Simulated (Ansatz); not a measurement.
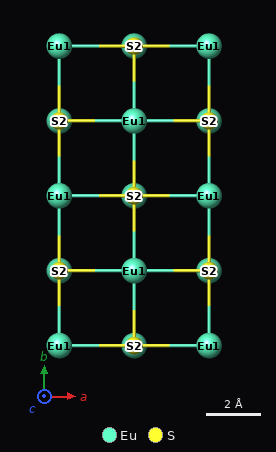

This is the input geometry for a relaxation of solid EuS (a generated structure, set up in Fm-3m). A ball-and-stick model of the conventional cell (4 times the calculation's cell), repeated 1 × 2 × 1 with one cell outlined, seen along the c axis. Lengths and directions refer to the drawn axes.

Case: cell and atoms relaxed from a first guess.

Computed with Ansatz, DFT, PBE, PAW with Ansatz's default frozen-core files, scalar-relativistic.

Input
```yaml
crystal:
  lattice:
    - [0.0, 2.7833783903, 2.7833783903]
    - [2.7833783903, 0.0, 2.7833783903]
    - [2.7833783903, 2.7833783903, 0.0]
  atoms:
    - { symbol: Eu, position: [0.0, 0.0, 0.0], spin: 7.0 }
    - { symbol: S, position: [0.5, 0.5, 0.5] }
magnetization:
  spin_polarized: true
kpoints:
  mp_grid: { grid: [10, 10, 10] }
scf:
  occupations: { method: fermi_dirac, width: 0.08 }
hamiltonian:
  xc: pbe
  pseudopotentials: { kind: paw }
output:
  forces: true
  stress: true
relax:
  f_tol: 0.005
  max_steps: 80
  cell: {}
```

Launched with:
```bash
ansatz run input.yaml --threads 1 --pin off --max-ram 3072MiB --backend cpu --events-out ev --progress --plain --runs-dir out
```

What does the optimiser find from here?

Answer. After 3 accepted moves (4 points after the start) the energy has fallen by 99.5 meV per atom. All forces vanish by symmetry, so only the cell relaxes. The pressure goes from 10.56 to 0.00 GPa. The SCF was repeated once at an unchanged geometry on a basis and grid sized afresh for the cell, which shifted the energy by 1.0 meV per atom at most. No atom moves by more than 0.005 Å relative to the cell. The drawn cell changes as follows: a = b = c 5.567 → 5.848 Å (+5.1 %); the volume changes by +16.0 %. Some distances before and after: Eu1–S2 2.783 → 2.924 Å. The space group stays Fm-3m (No. 225). The run took about 27 core-seconds on a shared host.

Final geometry:

```xyz
2
Lattice="0.0000 2.9242 2.9242 2.9242 0.0000 2.9242 2.9242 2.9242 0.0000" Properties=species:S:1:pos:R:3 pbc="T T T"
Eu    5.8484    2.9242    2.9242
S     2.9242    2.9242    2.9242
```

The end point in the same view:

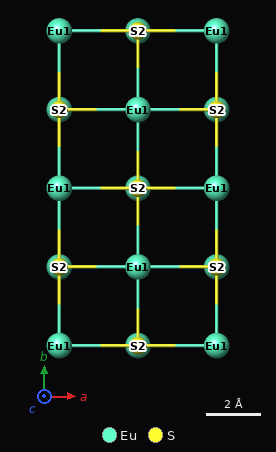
